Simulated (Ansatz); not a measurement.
System: Sb, space group Fd-3m (No. 227) (one of a set of cubic test structures, which need not be the stable phase).

One of the inputs:
```
crystal:
  lattice:
    - [0.0, 3.497349739303, 3.497349739303]
    - [3.497349739303, 0.0, 3.497349739303]
    - [3.497349739303, 3.497349739303, 0.0]
  atoms:
    - { symbol: Sb, position: [0, 0, 0] }
    - { symbol: Sb, position: [0.25, 0.25, 0.25] }
kpoints:
  mp_grid: { grid: [14, 14, 14] }
hamiltonian:
  xc: pbe
  pseudopotentials:
    kind: paw
    azcp:
      Sb: "pseudopotentials/pbe/paw/ansatz_paw_generated_hard_1/Sb.paw.azcp"
scf:
  occupations: { method: fermi_dirac, width: 0.061225619053 }
  convergence: { dr2_threshold: "1e-9 eV" }
  max_iter: 300
output:
  forces: true
  stress: true
```

Command:
```bash
ansatz run input.yaml --threads 1
```

How it was computed, with Ansatz 0.2.0 development build: equation of state of a cubic crystal from periodic Kohn-Sham density functional theory without spin, third-order Birch-Murnaghan fit to the free energies; pressure corrected for the finite basis. Level: PBE.

structure type diamond; atoms in cell 2; space group number 227; lattice centring face-centred primitive; k mesh 14×14×14; occupation method Fermi–Dirac; occupation width 0.06123 eV; wave cutoff 700 eV; datasets hard PAW; density tolerance 1e−09 eV; bands 27; density cutoff ratio 4; search for lower states default.

Describe the result: the energy above the lowest point against volume. The volume takes the values 40.21, 41.07, 41.92, 42.78, 43.63, 44.49, 45.34 Å³/atom.

A third-order Birch–Murnaghan fit gives V0 = 42.68 Å³/atom, B0 = 31.3 GPa and B′ = 4.1. The energy above the lowest point is 15.3 meV/atom at volume 40.21 Å³/atom and 14.7 meV/atom at 45.34 Å³/atom; the lowest computed point is at volume 42.78 Å³/atom (0.0 meV/atom), and no other minimum shows.

| volume (Å³/atom) | energy above the lowest point (meV/atom) |
| --- | --- |
| 40.21 | 15.3 |
| 41.07 | 6.3 |
| 41.92 | 1.3 |
| 42.78 | 0.0 |
| 43.63 | 2.0 |
| 44.49 | 7.0 |
| 45.34 | 14.7 |

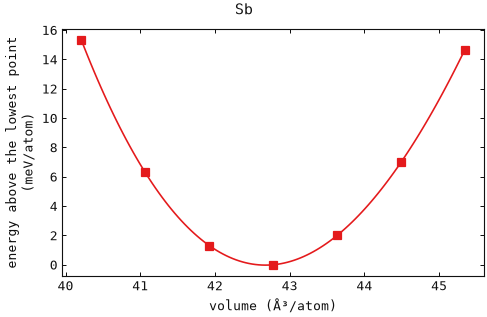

Keep in mind: cubic model structure, not the ambient form.
